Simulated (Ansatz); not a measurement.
# Single-point calculation of MoS₂ (part 2 of 2)

Continued. System: MoS₂ (6 atoms in the cell). Method: DFT LDA+U, scalar-relativistic, plane waves, PAW, Ueff = 3 eV on Mo atom 1 d; Ueff = 3 eV on Mo atom 4 d, spin-polarised (Ansatz 0.2.0); cutoff 420 eV, 7×7×7 k-mesh, Gaussian smearing of 0.05 eV, collinear spins. The structure derives from an entry of the Crystallography Open Database. It belongs to a series of runs on one base structure; here: ferromagnetic start, free, natural orbitals of the symmetric run filled by rank.

Geometry of the input (Å; fractional positions):
```
1.5815  -0.9131  12.2467
-1.5815  -0.9131  12.2467
0.0000  -3.6523  12.2467
Mo 0.0000  0.0000  0.0000
S  0.7484  0.7484  0.6258
S  0.5849  0.5849  0.7075
Mo 0.0000  0.0000  0.5000
S  0.7484  0.7484  0.1258
S  0.5849  0.5849  0.2075
```

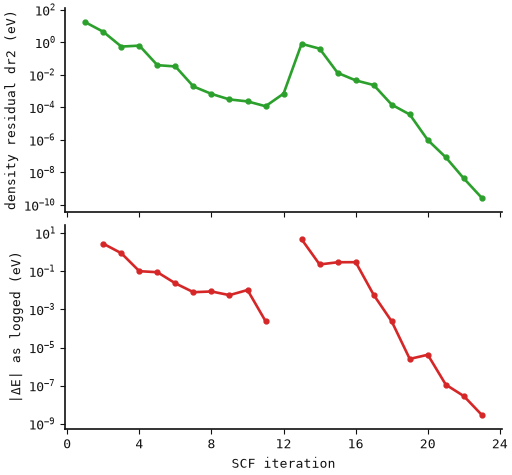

**Figure 1.** Convergence of the self-consistent field: density residual dr2 and size of the energy change against the SCF iteration. The residual falls unevenly and jumps up by a factor of two or more 2 times on the way down.

```
SCF converged after 23 iterations
Magnetization: 0.0000 μB (26.0000 up, 26.0000 down)
Absolute magnetization: 0.0000 μB (∫|ρ↑−ρ↓|, with the PAW one-centre terms)
Spin contamination: 0.0000 ħ² per cell (⟨S²⟩ above its minimum at these occupations)
Per-site moments (μB) at R_I (Å): [(6.654888935189243e-7, 0.9752095162014326), (-2.921695061046796e-7, 0.9752095162014326), (-2.7580367624568367e-7, 0.9753699509158839), (6.654888935189243e-7, 0.9752095162014326), (-2.9216950610467984e-7, 0.9752095162014326), (-2.7580367624568436e-7, 0.9753699509158839)]
Free energy (F): -13162.248167 eV
Harris-Foulkes:  -13162.248167 eV  (|F-HF|=1.20e-10)
Internal energy: -13162.248167 eV  (E = F + TS)
E sigma→0 (E₀):  -13162.248167 eV
Fermi energy:    11.305184 eV
--- Per-component energies (eV) ---
  E_band       = -320.342367
  E_kinetic    = 1321.096383
  E_local      = -4075.218344  (includes V_loc(G=0)·N_el)
  E_nonlocal   = 413.185099
  E_hartree    = 1575.991610
  E_xc         = -754.115573
  E_vxc        = -813.766023  (∫ρ·V_xc dr)
  E_hubbard    = 7.414646  (on-site DFT+U / exact-exchange correction)
  E_vhub       = -0.902662  (the Hubbard potential's part of the band-sum identity)
  E_paw        = -8454.045461  (= ΣΔE_a)
  E_vpaw       = -316.720873  (= ΣTr[D̂ρ^β])
  E_aug_tail   = 0.000040  (compensation charges beyond the density's cutoff)
  E_ewald      = -3198.114990
  E_core_change = 1.558423  (= ΣΔE_core)
  E_smearing   = -0.000000  (= −TS)
  E_closure    = 0.000000  (closes the sum)
  Σ components = -13162.248167   (vs F -13162.248167, Δ=0.00e0)
--- Specified on-site occupations, and those of the state reported ---
  electrons in the specified blocks: 4.2000 specified, 10.4880 found
  site 0 (l=d) ↓: largest change of an orbital's occupation 0.5834; electrons 0.1000 specified, 2.6220 found; spectral distance 1.1328
  site 3 (l=d) ↓: largest change of an orbital's occupation 0.5834; electrons 0.1000 specified, 2.6220 found; spectral distance 1.1328
  site 0 (l=d) ↑: largest change of an orbital's occupation 0.5140; electrons 2.0000 specified, 2.6220 found; spectral distance 1.0016
  site 3 (l=d) ↑: largest change of an orbital's occupation 0.5140; electrons 2.0000 specified, 2.6220 found; spectral distance 1.0016
--- Forces (eV/Å), atoms counted from 1 ---
  atom   1  Mo     0.00000000     0.00000139    -0.00149247
  atom   2  S     -0.00000000    -0.00000014     0.81074057
  atom   3  S     -0.00000000    -0.00000027    -0.80924873
  atom   4  Mo     0.00000000     0.00000139    -0.00149247
  atom   5  S     -0.00000000    -0.00000014     0.81074057
  atom   6  S     -0.00000000    -0.00000027    -0.80924873
  max |Σ_I F_I| component: 1.96e-6 eV/Å
--- Stress (GPa, compression-positive) ---
       -1.074396       0.000000       0.000000
        0.000000      -1.074388      -0.000001
        0.000000      -0.000001       6.090686
  P = ⅓ Tr σ = 1.3140 GPa (13.140 kbar)
--- Band table (eV; the first three rows and the last of 200) ---
  k-point 0 ↑: bands = ["-50.5119", "-50.5117", "-24.7377", "-24.7376", "-24.5335", "-24.5335", "-24.5335", "-24.5335", "-4.3128", "-4.0950", "-2.8421", "-2.4470", "3.6659", "4.5840", "7.0762", "7.0762", "7.0880", "7.0880", "7.4663", "8.4119", "8.4119", "8.4366", "8.4366", "9.6334", "9.7218", "10.8866", "12.9402", "12.9402", "13.0238", "13.0238", "13.2832", "13.2832", "13.4056", "13.4056"]
  k-point 1 ↑: bands = ["-50.5035", "-50.5033", "-24.7213", "-24.7213", "-24.6151", "-24.6151", "-24.5518", "-24.5518", "-4.0002", "-3.7891", "-2.7105", "-2.3568", "3.9991", "4.8799", "6.5271", "6.5380", "6.8032", "7.4084", "7.4221", "7.5642", "7.9735", "7.9961", "8.7313", "9.5505", "9.8830", "10.2666", "12.5583", "12.7580", "12.9278", "12.9383", "13.0345", "13.0689", "13.4742", "13.5583"]
  k-point 2 ↑: bands = ["-50.4850", "-50.4850", "-24.7941", "-24.7941", "-24.6845", "-24.6844", "-24.5926", "-24.5926", "-3.2114", "-3.0363", "-2.3825", "-2.1413", "4.3938", "4.8553", "5.8631", "5.9488", "6.1712", "6.3092", "7.2339", "7.2496", "8.2115", "8.2304", "8.4830", "8.9713", "9.1452", "9.2455", "12.0786", "12.4273", "12.4736", "12.8980", "13.2858", "13.7475", "14.2926", "14.3751"]
  k-point 99 ↓: bands = ["-50.5034", "-50.5034", "-24.7213", "-24.7213", "-24.6151", "-24.6151", "-24.5518", "-24.5518", "-3.9141", "-3.8990", "-2.5363", "-2.5111", "4.3441", "4.4071", "6.5148", "6.5372", "7.2720", "7.3162", "7.4082", "7.4225", "7.9696", "7.9999", "8.9802", "8.9834", "10.1776", "10.1850", "12.6752", "12.6902", "12.9245", "12.9759", "13.0082", "13.0513", "13.4820", "13.5472"]
Occupation matrices written to [file]
--- Löwdin populations: 6 sites ---
  site symbol       q [e]    m [muB]
     0     Mo     13.7425     0.0000
     1      S      6.0233    -0.0000
     2      S      6.0267    -0.0000
     3     Mo     13.7425     0.0000
     4      S      6.0233    -0.0000
     5      S      6.0267    -0.0000
  spilling = 0.007978 (of n_electrons = 52.000000)
--- Occupation matrices: 2 shells (run DFT+U table (all-electron-ortho-atomic); ε = 1.10e-3) ---
  Mo0 d_4D: site group C3v (3m)
  Mo0 d_4D up     Tr n = 2.6220  λ = 0.475 0.475 0.534 0.534 0.603  [2× xz 0.50 E(1.00) | 2× x2-y2 0.50 E(1.00) | z2 1.00 A1(1.00)]
  Mo0 d_4D dn     Tr n = 2.6220  λ = 0.475 0.475 0.534 0.534 0.603  [2× xz 0.50 E(1.00) | 2× x2-y2 0.50 E(1.00) | z2 1.00 A1(1.00)]
  specified occupation → Mo0 d_4D up: matrix, ‖Δ‖_F = 1.0016, Tr Δ = -0.6220, displaced = 1.1136, d_λ = 1.0016; orbital distance = 0.7071
  specified occupation → Mo0 d_4D dn: matrix, ‖Δ‖_F = 1.1328, Tr Δ = -2.5220, displaced = 1.2610, d_λ = 1.1328; orbital distance = 0.0000
  Mo3 d_4D: site group C3v (3m)
  Mo3 d_4D up     Tr n = 2.6220  λ = 0.475 0.475 0.534 0.534 0.603  [2× xz 0.50 E(1.00) | 2× x2-y2 0.50 E(1.00) | z2 1.00 A1(1.00)]
  Mo3 d_4D dn     Tr n = 2.6220  λ = 0.475 0.475 0.534 0.534 0.603  [2× xz 0.50 E(1.00) | 2× x2-y2 0.50 E(1.00) | z2 1.00 A1(1.00)]
  specified occupation → Mo3 d_4D up: matrix, ‖Δ‖_F = 1.0016, Tr Δ = -0.6220, displaced = 1.1136, d_λ = 1.0016; orbital distance = 0.7071
  specified occupation → Mo3 d_4D dn: matrix, ‖Δ‖_F = 1.1328, Tr Δ = -2.5220, displaced = 1.2610, d_λ = 1.1328; orbital distance = 0.0000
  Tr n, λ and their labels are of the run-group-symmetrised matrices; stabiliser: 24 of 24 elements of G0×{1,Θ} (closed), max defect 8.3e-6 at τ = 2.3e-4
```

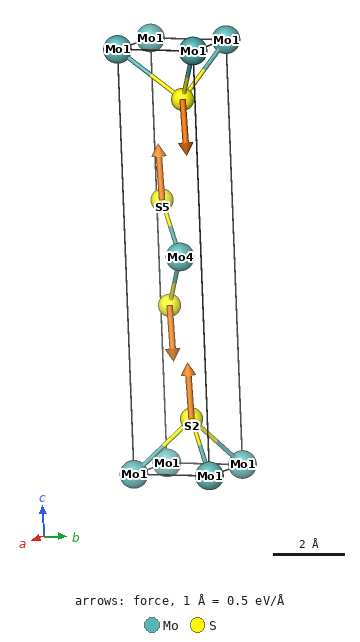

**Figure 2.** Forces on the atoms as orange arrows (ball-and-stick view of the reduced cell, seen slightly off an axis; atoms are numbered from 1 in the order of the input); the smallest are left out. The largest act on all 4 S atoms (0.81 eV/Å). The geometry is not a stationary point of this energy.

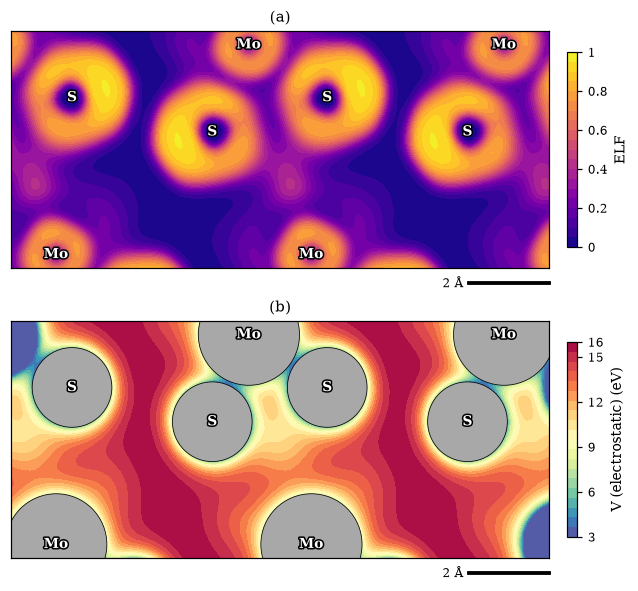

**Figure 3.** (a) electron localisation function; (b) electrostatic potential (local pseudopotential plus Hartree) felt by an electron on the (11̄0) plane of the calculation cell. Grey discs, where drawn, cover atomic cores. The section cuts through Mo and S sites. Mo–S (2.36 Å): the ELF is about 0.45 at the midpoint. The strong features right at Mo lie inside the PAW spheres (semicore, d or f shells) and say nothing about bonding. Outside the cores the potential energy rises away from the atoms and is highest about 2.3 Å from the nearest atoms; outside the discs it spans about 13 eV, and its zero is arbitrary. In a PAW calculation such maps are meaningful between the atoms, not at the nuclei.

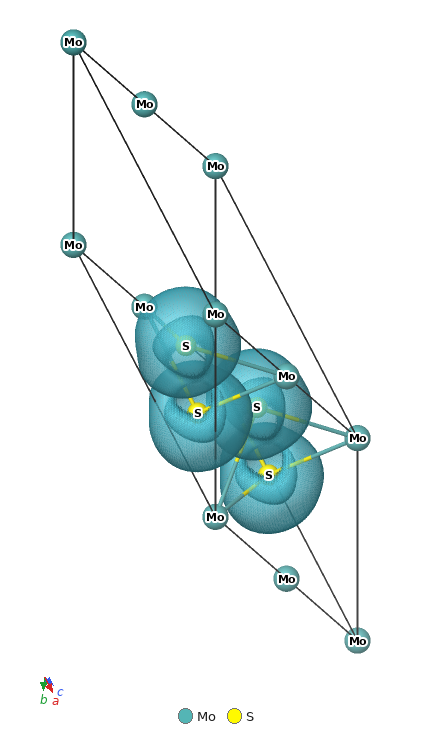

**Figure 4.** Isosurface of the electron localisation function at 0.75 (cyan), seen at an oblique angle. Core shells and regions of very low density are left out. Sticks mark near contacts. The outline is the calculation cell. Along the contacts the grid gives the following. Mo–S (2.36 Å): the ELF is about 0.45 at the midpoint.

Summary:

| quantity | value |
| --- | --- |
| outcome | converged |
| space group (tolerance 0.01 Å) | R3m (160) |
| electrons treated | 52 |
| free energy | −13162.2482 eV |
| Fermi energy | 11.305 eV |
| gap on the k-point mesh | 0.84 eV |
| net moment of the cell | 0.00 μB |
| integrated absolute moment | 0.00 μB |
| pressure | 1.31 GPa |
| largest force (length of the vector) | 0.811 eV/Å |
| hardware | 4 threads of Arm Neoverse V2, 24 GiB of memory available, shared host |
| wall time | 53 s (CPU time 3.4 min) |
| peak memory | 0.85 GiB |

Notes:

The program warns: some starting moments were not kept; the typed occupations were not kept; the occupation matrices lower the symmetry.
